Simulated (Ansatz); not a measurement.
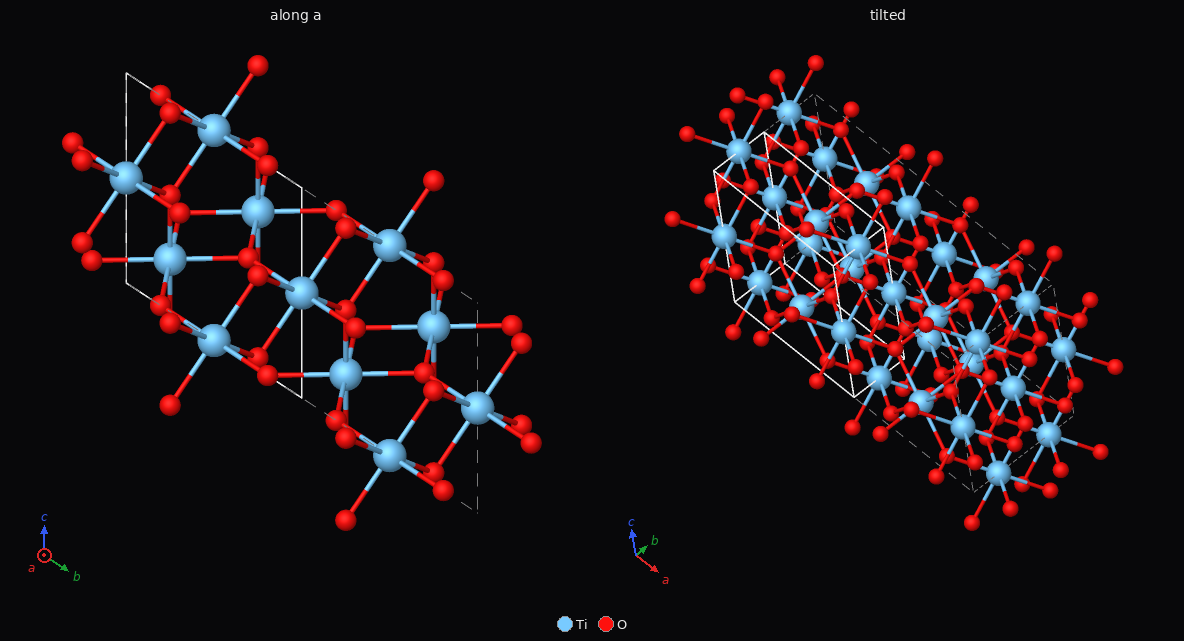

Crystal structure, ball-and-stick style, seen along the a axis and slightly off an axis. The structure is repeated 2×2×1 times; solid lines mark one simulation cell. A few atoms beyond the faces are included.

The input file of the run:
```yaml
crystal:
  lattice:
    - [-2.9535196236, 3.2504361872, 3.2504360682]
    - [2.9535196236, -3.2504361872, 3.2504360682]
    - [2.9535196236, 3.2504361872, -3.2504360682]
  atoms:
    - { symbol: Ti, position: [0.5000559504, 0.7500559504, 0.75] }
    - { symbol: Ti, position: [0.4999440496, 0.2499440496, 0.25] }
    - { symbol: Ti, position: [0.0, 0.0, 0.5] }
    - { symbol: Ti, position: [0.0, 0.5, 0.0] }
    - { symbol: O, position: [0.3045877962, 0.3045830631, 0.499995267] }
    - { symbol: O, position: [0.19541554, 0.2500033397, 0.9454122003] }
    - { symbol: O, position: [0.3045877962, 0.8045925292, 4.733e-06] }
    - { symbol: O, position: [0.8045911394, 0.2500033397, 0.5545877997] }
    - { symbol: O, position: [0.1954088606, 0.7499966603, 0.4454122003] }
    - { symbol: O, position: [0.80458446, 0.7499966603, 0.0545877997] }
    - { symbol: O, position: [0.6954122038, 0.1954074708, 0.999995267] }
    - { symbol: O, position: [0.6954122038, 0.6954169369, 0.500004733] }
kpoints:
  mp_grid: { grid: [4, 4, 4] }
  band_path:
    path:
      - [0.0, 0.0, 0.0]
      - [0.5, -0.5, 0.5]
      - [0.4564127127, -0.4564127127, 0.5435872873]
      - [-0.4564127127, 0.4564127127, 0.4564127127]
      - [0.0, 0.5, 0.0]
      - [0.25, 0.25, 0.25]
      - [0.5, 0.0, 0.0]
      - [0.0, 0.0, 0.5]
    npoints: 1
hamiltonian:
  xc: hse06
scf:
  occupations: { method: fixed }
  n_extra_bands: 7
output:
  forces: true
  stress: true
  eigenvalues: true
```

The calculation: DFT, HSE06, plane waves, PAW (Ansatz), with E_cut = 420 eV, k-grid 4×4×4, no spin polarisation.

Is the electronic structure metallic or gapped?

Answer. An insulator at this level, with a gap of 3.38 eV, direct.

Which way would the volume go on relaxing?

Answer. The computed pressure is -2.8 GPa (stretched: it would shrink).

The structure comes from a structure listed in the Materials Project. Earlier steps of the study, as a rule a relaxation of our own, may have changed the cell and positions, so they can lie some per cent off the listed ones. Ansatz was used for an electronic-structure calculation on it.
